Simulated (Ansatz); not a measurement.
# Single-point calculation, with input and output: SnSe2 (part 2 of 2)

The same run, continued: SnSe2 (3 atoms in the cell); DFT, HSE06, plane waves, PAW, no spin polarisation (Ansatz 0.2.0); cutoff 420 eV, 4×4×4 k-mesh, Fermi–Dirac smearing of 0.001 eV. The structure was built on a prototype by a generator. The geometry comes from this level: r2scan-rvv10. It belongs to a series of runs on one base structure; here: scf.occupations = fermi_dirac 0.001.

Geometry of the input (Å; fractional positions):
```
1.8950  1.0941  6.0269
-1.8950  1.0941  6.0269
0.0000  -2.1882  6.0269
Sn -0.0002  -0.0002  -0.0002
Se 0.4279  0.4279  0.4279
Se 0.2390  0.2390  0.2390
```

## What the program printed, continued
```
SCF iter   1: F=—  HF=-16969.476508 eV  |F-HF|=—  |Δ(HF+E_count)|=         —  Δρ=1.66e-3  dr2=1.22e-2  ethr=3.40e-3  ⟨swp⟩=2.0  Hψ=702  notcnv=0
preconditioner: auto → none  [insulator: Δε(μ)=0.187 eV  Ē_g=10.137 eV  σ=0.001 eV  W_gap=0.52  n_scr=22 (ndim 8)  ℏωp=17.2 eV  f_vac=0.028  D(μ)=22.74/eV (n_scr^D=524)]
SCF iter   2: F=—  HF=-16969.476189 eV  |F-HF|=—  |Δ(HF+E_count)|=   3.19e-4  Δρ=2.17e-4  dr2=1.01e-2  ethr=4.29e-6  ⟨swp⟩=4.3  Hψ=916  notcnv=0
SCF iter   3: F=—  HF=-16969.476170 eV  |F-HF|=—  |Δ(HF+E_count)|=   1.88e-5  Δρ=8.25e-5  dr2=1.00e-2  ethr=2.12e-7  ⟨swp⟩=4.1  Hψ=1016  notcnv=0
SCF iter   4: F=—  HF=-16969.476167 eV  |F-HF|=—  |Δ(HF+E_count)|=   2.92e-6  Δρ=3.25e-5  dr2=1.01e-6  ethr=2.09e-8  ⟨swp⟩=4.0  Hψ=888  notcnv=0
SCF iter   5: F=—  HF=-16969.476167 eV  |F-HF|=—  |Δ(HF+E_count)|=   1.09e-7  Δρ=1.57e-5  dr2=2.42e-7  ethr=2.19e-9  ⟨swp⟩=3.1  Hψ=817  notcnv=0
SCF iter   6: F=—  HF=-16969.476167 eV  |F-HF|=—  |Δ(HF+E_count)|=   3.82e-8  Δρ=4.48e-6  dr2=1.07e-8  ethr=5.27e-10  ⟨swp⟩=3.6  Hψ=764  notcnv=0
SCF iter   7: F=—  HF=-16969.476167 eV  |F-HF|=—  |Δ(HF+E_count)|=   4.57e-9  Δρ=1.80e-6  dr2=3.15e-9  ethr=2.32e-11  ⟨swp⟩=4.0  Hψ=1173  notcnv=0
SCF iter   8: F=—  HF=-16969.476167 eV  |F-HF|=—  |Δ(HF+E_count)|=   1.47e-9  Δρ=4.52e-7  dr2=1.79e-10  ethr=6.86e-12  ⟨swp⟩=3.0  Hψ=824  notcnv=0
SCF iter   9: F=-16969.476167 eV  HF=-16969.476167 eV  |F-HF|=3.64e-12  |Δ(HF+E_count)|=  4.00e-11  Δρ=8.60e-8  dr2=6.37e-12  ethr=1.00e-12  ⟨swp⟩=3.3  Hψ=773  notcnv=0
SCF 3 converged in 9 iterations: F = -16969.476167 eV  dr2 = 6.37e-12
  Residual-converged pass: ⟨swp⟩=3.1  Hψ=942  notcnv=0  max |occ|·‖R‖ = 2.5e-7 eV (tolerance 2.7e-7 eV)  dr2=9.20e-12  dr2_onsite=1.91e-12  max |Δocc| = 4.0e-14
hybrid outer 2: dexx = +8.623e-4 eV, tail = 4.12e-4 eV, Δε = 9.15e-2 eV (about 2.07e-2 eV left of the loop's levels), ΔF = 1.21e-1 eV/Å (tail 1.09e-1)
Exchange kernel: α = 0.2500, screened, ω = 0.2079 Å⁻¹, Wigner–Seitz truncation, v(0) = 1030.8305 eV·Å³, q-mesh 4×4×4, nearest image of the exchange supercell L = 15.16 Å, pair-density grid 24×24×45, without the augmentation charges, whose exchange is taken in its separable form by FFT convolution over the k-point mesh (the finest that the files' search goes to), smooth part of the exact exchange by density-matrix convolution
Frozen-core exchange: fock
SCF iter   1: F=—  HF=-16969.477694 eV  |F-HF|=—  |Δ(HF+E_count)|=         —  Δρ=9.21e-4  dr2=9.59e-4  ethr=4.48e-6  ⟨swp⟩=3.3  Hψ=748  notcnv=0
preconditioner: auto → none  [insulator: Δε(μ)=0.019 eV  Ē_g=10.132 eV  σ=0.001 eV  W_gap=1.00  n_scr=22 (ndim 8)  ℏωp=17.2 eV  f_vac=0.029  D(μ)=0.01/eV (n_scr^D=0)]
SCF iter   2: F=—  HF=-16969.477478 eV  |F-HF|=—  |Δ(HF+E_count)|=   2.16e-4  Δρ=1.89e-4  dr2=6.00e-5  ethr=1.77e-6  ⟨swp⟩=4.0  Hψ=876  notcnv=0
SCF iter   3: F=—  HF=-16969.477469 eV  |F-HF|=—  |Δ(HF+E_count)|=   8.84e-6  Δρ=1.22e-4  dr2=5.44e-5  ethr=9.56e-8  ⟨swp⟩=4.0  Hψ=876  notcnv=0
SCF iter   4: F=—  HF=-16969.477467 eV  |F-HF|=—  |Δ(HF+E_count)|=   1.88e-6  Δρ=3.39e-5  dr2=1.54e-5  ethr=3.02e-8  ⟨swp⟩=4.0  Hψ=927  notcnv=0
SCF iter   5: F=—  HF=-16969.477467 eV  |F-HF|=—  |Δ(HF+E_count)|=   1.66e-7  Δρ=1.39e-5  dr2=1.83e-5  ethr=2.38e-9  ⟨swp⟩=3.2  Hψ=719  notcnv=0
SCF iter   6: F=-16969.478717 eV  HF=-16969.478734 eV  |F-HF|=1.67e-5  |Δ(HF+E_count)|=   1.27e-3  Δρ=2.05e-4  dr2=3.34e-5  ethr=3.96e-10  ⟨swp⟩=5.8  Hψ=1508  notcnv=0
SCF 4 stopped early in 6 iterations: F = -16969.478717 eV  dr2 = 3.34e-5
  Residual-converged pass: ⟨swp⟩=2.7  Hψ=691  notcnv=0  max |occ|·‖R‖ = 6.4e-6 eV (tolerance 6.7e-6 eV)  dr2=3.35e-5  dr2_onsite=3.91e-6  max |Δocc| = 2.7e-24
hybrid outer 3: dexx = +1.378e-3 eV, tail = inf eV, Δε = 5.54e-2 eV (about 1.24e-2 eV left of the loop's levels), ΔF = 4.52e-2 eV/Å (tail inf)
Exchange kernel: α = 0.2500, screened, ω = 0.2079 Å⁻¹, Wigner–Seitz truncation, v(0) = 1030.8305 eV·Å³, q-mesh 4×4×4, nearest image of the exchange supercell L = 15.16 Å, pair-density grid 24×24×45, without the augmentation charges, whose exchange is taken in its separable form by FFT convolution over the k-point mesh (the finest that the files' search goes to), smooth part of the exact exchange by density-matrix convolution
Frozen-core exchange: fock
SCF iter   1: F=—  HF=-16969.478719 eV  |F-HF|=—  |Δ(HF+E_count)|=         —  Δρ=1.14e-4  dr2=1.26e-5  ethr=1.00e-6  ⟨swp⟩=2.2  Hψ=704  notcnv=0
preconditioner: auto → none  [insulator: Δε(μ)=0.083 eV  Ē_g=10.132 eV  σ=0.001 eV  W_gap=1.00  n_scr=22 (ndim 8)  ℏωp=17.2 eV  f_vac=0.029  D(μ)=0.00/eV (n_scr^D=0)]
SCF iter   2: F=—  HF=-16969.478716 eV  |F-HF|=—  |Δ(HF+E_count)|=   2.46e-6  Δρ=1.66e-5  dr2=2.99e-6  ethr=2.14e-8  ⟨swp⟩=4.0  Hψ=891  notcnv=0  defer=3
SCF iter   3: F=—  HF=-16969.478758 eV  |F-HF|=—  |Δ(HF+E_count)|=   4.17e-5  Δρ=2.45e-5  dr2=6.78e-7  ethr=3.65e-10  ⟨swp⟩=4.2  Hψ=1339  notcnv=0
SCF iter   4: F=—  HF=-16969.478758 eV  |F-HF|=—  |Δ(HF+E_count)|=   2.17e-7  Δρ=6.84e-6  dr2=1.34e-7  ethr=3.65e-10  ⟨swp⟩=4.0  Hψ=942  notcnv=0
SCF iter   5: F=—  HF=-16969.478758 eV  |F-HF|=—  |Δ(HF+E_count)|=   2.54e-8  Δρ=1.93e-6  dr2=4.96e-8  ethr=1.86e-10  ⟨swp⟩=3.1  Hψ=762  notcnv=0
SCF iter   6: F=—  HF=-16969.478758 eV  |F-HF|=—  |Δ(HF+E_count)|=   2.31e-7  Δρ=4.86e-6  dr2=2.04e-8  ethr=6.02e-12  ⟨swp⟩=4.8  Hψ=1300  notcnv=0
SCF iter   7: F=—  HF=-16969.478758 eV  |F-HF|=—  |Δ(HF+E_count)|=   6.98e-9  Δρ=8.14e-7  dr2=2.09e-9  ethr=6.02e-12  ⟨swp⟩=4.0  Hψ=955  notcnv=0
SCF iter   8: F=—  HF=-16969.478758 eV  |F-HF|=—  |Δ(HF+E_count)|=  1.71e-10  Δρ=2.15e-7  dr2=1.65e-9  ethr=1.03e-12  ⟨swp⟩=3.2  Hψ=702  notcnv=0
Mixer restart at iter 8: flushing history
SCF iter   9: F=—  HF=-16969.478758 eV  |F-HF|=—  |Δ(HF+E_count)|=   9.55e-9  Δρ=9.29e-7  dr2=7.96e-10  ethr=1.00e-12  ⟨swp⟩=4.5  Hψ=911  notcnv=0
SCF iter  10: F=-16969.478758 eV  HF=-16969.478758 eV  |F-HF|=1.60e-10  |Δ(HF+E_count)|=  8.73e-10  Δρ=3.96e-7  dr2=1.91e-10  ethr=1.00e-12  ⟨swp⟩=3.8  Hψ=755  notcnv=0
SCF 5 converged in 10 iterations: F = -16969.478758 eV  dr2 = 1.91e-10
  Residual-converged pass: ⟨swp⟩=3.2  Hψ=928  notcnv=0  max |occ|·‖R‖ = 2.6e-7 eV (tolerance 2.7e-7 eV)  dr2=1.92e-10  dr2_onsite=1.48e-11  max |Δocc| = 0.0e0
hybrid outer 4: dexx = +9.023e-7 eV, tail = inf eV, Δε = 4.72e-3 eV (about 3.87e-4 eV left of the loop's levels), ΔF = 7.92e-3 eV/Å (tail inf)
Exchange kernel: α = 0.2500, screened, ω = 0.2079 Å⁻¹, Wigner–Seitz truncation, v(0) = 1030.8305 eV·Å³, q-mesh 4×4×4, nearest image of the exchange supercell L = 15.16 Å, pair-density grid 24×24×45, without the augmentation charges, whose exchange is taken in its separable form by FFT convolution over the k-point mesh (the finest that the files' search goes to), smooth part of the exact exchange by density-matrix convolution
Frozen-core exchange: fock
SCF iter   1: F=—  HF=-16969.478758 eV  |F-HF|=—  |Δ(HF+E_count)|=         —  Δρ=5.63e-7  dr2=3.95e-10  ethr=1.75e-10  ⟨swp⟩=3.7  Hψ=763  notcnv=0
preconditioner: auto → none  [insulator: Δε(μ)=0.082 eV  Ē_g=10.131 eV  σ=0.001 eV  W_gap=1.00  n_scr=22 (ndim 8)  ℏωp=17.2 eV  f_vac=0.030  D(μ)=0.00/eV (n_scr^D=0)]
SCF iter   2: F=-16969.478758 eV  HF=-16969.478758 eV  |F-HF|=9.46e-11  |Δ(HF+E_count)|=   1.14e-9  Δρ=3.32e-7  dr2=1.27e-10  ethr=1.00e-12  ⟨swp⟩=4.0  Hψ=1034  notcnv=0
SCF 6 converged in 2 iterations: F = -16969.478758 eV  dr2 = 1.27e-10
  Residual-converged pass: ⟨swp⟩=3.0  Hψ=730  notcnv=0  max |occ|·‖R‖ = 2.6e-7 eV (tolerance 2.7e-7 eV)  dr2=1.27e-10  dr2_onsite=1.18e-11  max |Δocc| = 0.0e0
```

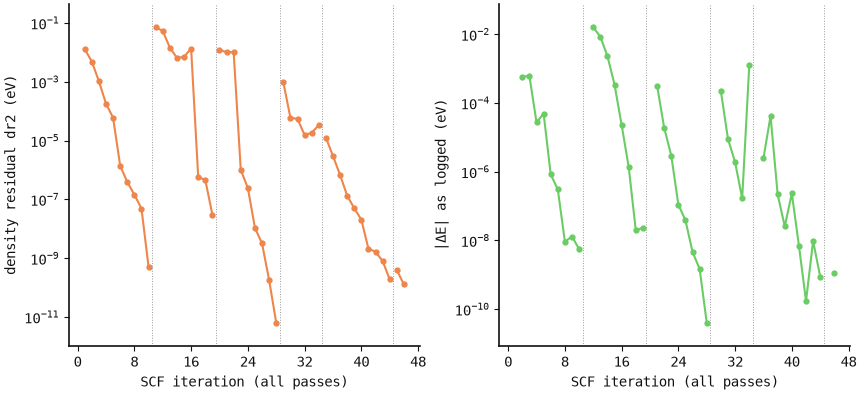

Convergence of the self-consistent field: density residual dr2 and size of the energy change against the SCF iteration. The run starts with a semilocal functional; after that each stretch between dotted lines is one SCF of the hybrid functional between two exact rebuilds of the exchange operator by the outer loop. Early passes are stopped at a loose threshold. The 6 passes take 2 to 10 iterations each, 46 in all.

```
hybrid outer 5: dexx = +8.064e-11 eV, tail = 2.79e-10 eV, Δε = 5.24e-5 eV (about 2.72e-5 eV left of the loop's levels), ΔF = 3.86e-4 eV/Å (tail 1.41e-4)
hybrid SCF converged: 5 outer / 36 inner (+10 warm-up), last move |dexx| = 8.06e-11 eV, tail = 2.79e-10 eV
Stability not checked: this state was not tested for a lower state beside it, because the functional holds exact exchange (a hybrid, or Hartree-Fock), whose exchange loop this test does not read (fock_operator; see scf.lower_state_search)
Free energy (F): -16969.478758 eV
Frozen-core exchange: fock
Harris-Foulkes:  -16969.478758 eV  (|F-HF|=9.46e-11)
Internal energy: -16969.478758 eV  (E = F + TS)
E sigma→0 (E₀):  -16969.478758 eV
Fermi energy:    8.932756 eV
--- Per-component energies (eV) ---
  E_band       = -959.109019
  E_kinetic    = 421.640390
  E_local      = -5662.783985  (includes V_loc(G=0)·N_el)
  E_nonlocal   = -1224.279464
  E_hartree    = 2922.988038
  E_xc         = -466.510836
  E_vxc        = -232.676882  (∫ρ·V_xc dr)
  E_exx        = -172.662085  (= α·E_x^exact, valence–valence)
  E_paw        = -7917.578303  (= ΣΔE_a)
  E_vpaw       = 238.340480  (= ΣTr[D̂ρ^β])
  E_aug_tail   = -0.001211  (compensation charges beyond the density's cutoff)
  E_ewald      = -4868.408216
  E_core_change = -1.883087  (= ΣΔE_core)
  E_smearing   = -0.000000  (= −TS)
  E_closure    = 0.000000  (closes the sum)
  Σ components = -16969.478758   (vs F -16969.478758, Δ=0.00e0)
--- Forces (eV/Å), atoms counted from 1 ---
  atom   1  Sn    -0.00000000     0.00000000     0.01507695
  atom   2  Se     0.00000000    -0.00000000    -0.32414378
  atom   3  Se     0.00000000     0.00000000     0.30906622
  max |Σ_I F_I| component: 6.10e-7 eV/Å
--- Stress (GPa, compression-positive) ---
        0.264065       0.000000       0.000000
        0.000000       0.264065       0.000000
        0.000000       0.000000      -0.131653
  P = ⅓ Tr σ = 0.1322 GPa (1.322 kbar)
--- Band table (eV; the first three rows and the last of 13) ---
  k-point 0: bands = ["-42.4547", "-42.4547", "-42.4506", "-42.4506", "-42.4489", "-42.4098", "-42.4098", "-42.3951", "-42.3951", "-42.3887", "-15.3033", "-15.3033", "-15.2408", "-15.2408", "-15.2280", "-6.9693", "-4.9151", "0.7298", "7.6529", "7.6529", "8.1383", "8.1563", "8.1563", "8.9731", "13.4962", "13.4962", "13.7898"]
  k-point 1: bands = ["-42.4546", "-42.4545", "-42.4507", "-42.4506", "-42.4488", "-42.4097", "-42.4096", "-42.3951", "-42.3951", "-42.3886", "-15.3121", "-15.2772", "-15.2659", "-15.2456", "-15.2128", "-6.3297", "-4.5815", "1.1143", "4.1543", "5.4994", "6.7728", "7.6304", "8.8906", "10.1917", "12.2537", "14.2096", "14.5321"]
  k-point 2: bands = ["-42.4546", "-42.4543", "-42.4507", "-42.4506", "-42.4487", "-42.4097", "-42.4094", "-42.3951", "-42.3951", "-42.3885", "-15.3222", "-15.2904", "-15.2513", "-15.2500", "-15.1966", "-5.3984", "-4.2312", "0.3157", "3.4061", "4.7014", "6.1342", "7.1631", "7.4310", "9.5588", "11.2465", "13.6054", "14.9874"]
  k-point 12: bands = ["-42.4547", "-42.4547", "-42.4506", "-42.4506", "-42.4489", "-42.4098", "-42.4098", "-42.3950", "-42.3950", "-42.3887", "-15.3034", "-15.3034", "-15.2409", "-15.2409", "-15.2277", "-6.4663", "-5.8023", "2.3298", "5.3545", "7.3069", "7.3069", "8.6542", "8.6542", "10.9039", "12.9072", "13.3102", "13.3102"]
```

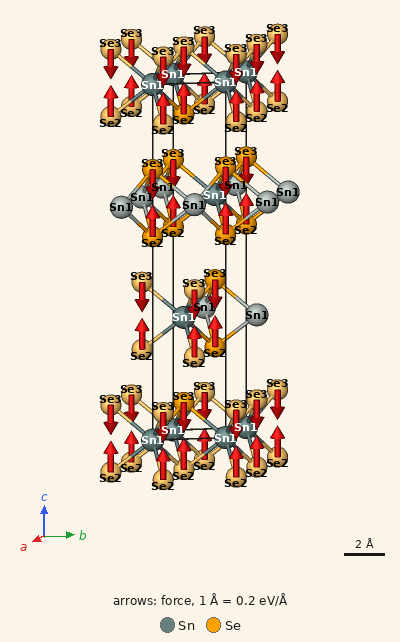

Forces on the atoms as red arrows (ball-and-stick view of the cell 3 times as large as that of the calculation, set on its symmetry axes, seen slightly off an axis; neighbours outside the cell are drawn fainter; atoms are numbered from 1 in the order of the input); the smallest are left out. The largest act on Se2 (0.32 eV/Å); Se3 (0.31 eV/Å). 

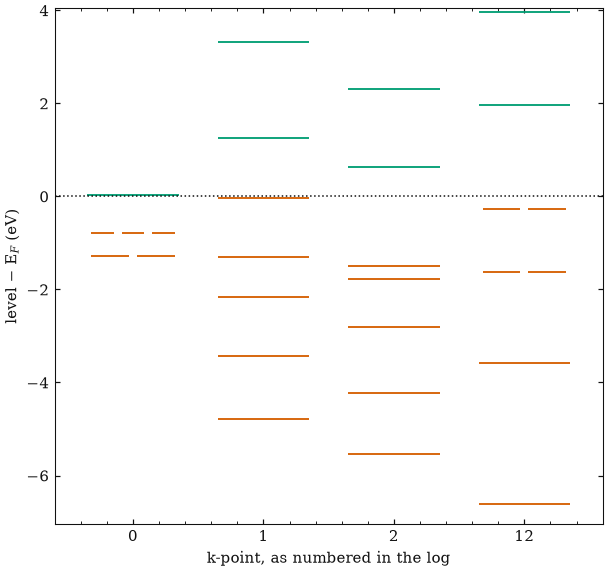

Kohn–Sham levels near the Fermi level (dotted) at the few k-points that the log prints; levels within 0.02 eV of each other stand side by side. Among these points the highest filled and lowest empty levels are 0.08 eV apart, which is the gap on the mesh.
